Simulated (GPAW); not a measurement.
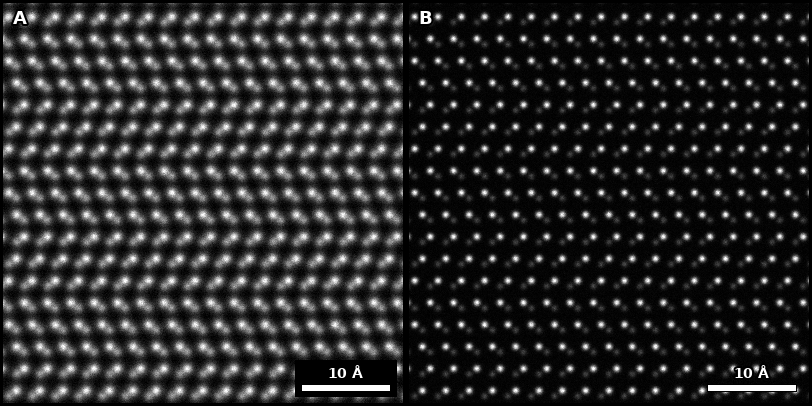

Two simulated images of the same area of SiC (P6_3mc, No. 186) along [100], with a probe of 0.59 Å. One is incoherent Z contrast (Z^1.7 per atom), the other the projected potential of neutral atoms blurred by the probe (iDPC-like, thin sample). Brightness is counted from the darkest point of the image. Shot noise was added. Atomic positions: an entry of the Crystallography Open Database, as set up for an electronic-structure calculation.

Q: Which panel is which, and how can one tell?

B is the Z-contrast image and A the potential image. The columns of 1 C per repeat reach about 23 % of the brightest peak (1 Si) in B but about 60 % in A, mainly since the potential grows much more slowly with atomic number.
